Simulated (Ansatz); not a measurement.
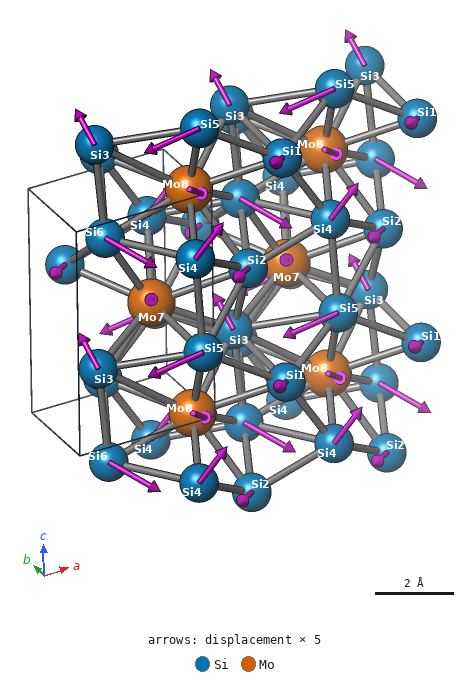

A relaxation of crystalline Si₃Mo (a generated structure, set up in P1) (coarse preliminary run). The starting structure is drawn; purple arrows show the displacements (the part carried along by the change of the cell is left out), magnified 5 times.

A ball-and-stick model of the cell of the calculation, repeated 2 × 1 × 1 with one cell outlined, seen slightly off an axis.

All numbers below come from DFT PBE, scalar-relativistic, plane waves, PAW in Ansatz 0.2.0. Set-up: plane-wave cutoff 420 eV; k-point mesh 4 × 4 × 4; occupations gaussian; smearing width 0.1 eV; no spin polarisation; cell and atoms relaxed; force threshold 0.04 eV/Å; at most 70 steps.

Q: Which element moves most?

A: Silicon: up to 0.33 Å, against 0.22 Å for molybdenum.

Q: What did the optimiser do to the structure, and how much energy did it gain?

A: The atom that moves furthest relative to the cell is Si5 (0.33 Å along [−3 3 −1]). Largest moves by element: Si 0.33 Å, Mo 0.22 Å. Cell: a 4.635 → 4.628 Å (−0.2 %), b 4.685 → 4.628 Å (−1.2 %), c 5.865 → 5.938 Å (+1.2 %), α 86.5° → 90.0°, β 85.1° → 89.9°, γ 64.0° → 65.9°. Volume +1.8 %. Near-neighbour distances that change, for instance: Si3–Mo8 3.169 → 3.608 Å, Si4–Si5 2.624 → 3.042 Å, Si3–Si6 2.626 → 3.040 Å, Si3–Si6 (another image) 3.366 → 3.056 Å. Within 0.06 Å the space group is P1 at the start and Cmc2_1 at the end; at a tighter tolerance small leftover displacements or strains of the cell lower it. Over 4 accepted moves (6 points after the start) the energy falls by 72.7 meV per atom. The largest force component goes from 1.2 to 0.032 eV/Å. The pressure goes from 0.93 to −0.17 GPa. The line search rejected the trial step at point 4 of the run. At 1 point the geometry stayed and the basis and grid were re-selected for the new cell (energy shift of 0.1 meV per atom at most each time). Cost: 85 s on 1 thread of Intel(R) Xeon(R) Processor @ 2.70GHz (shared host), peak memory 0.43 GiB.
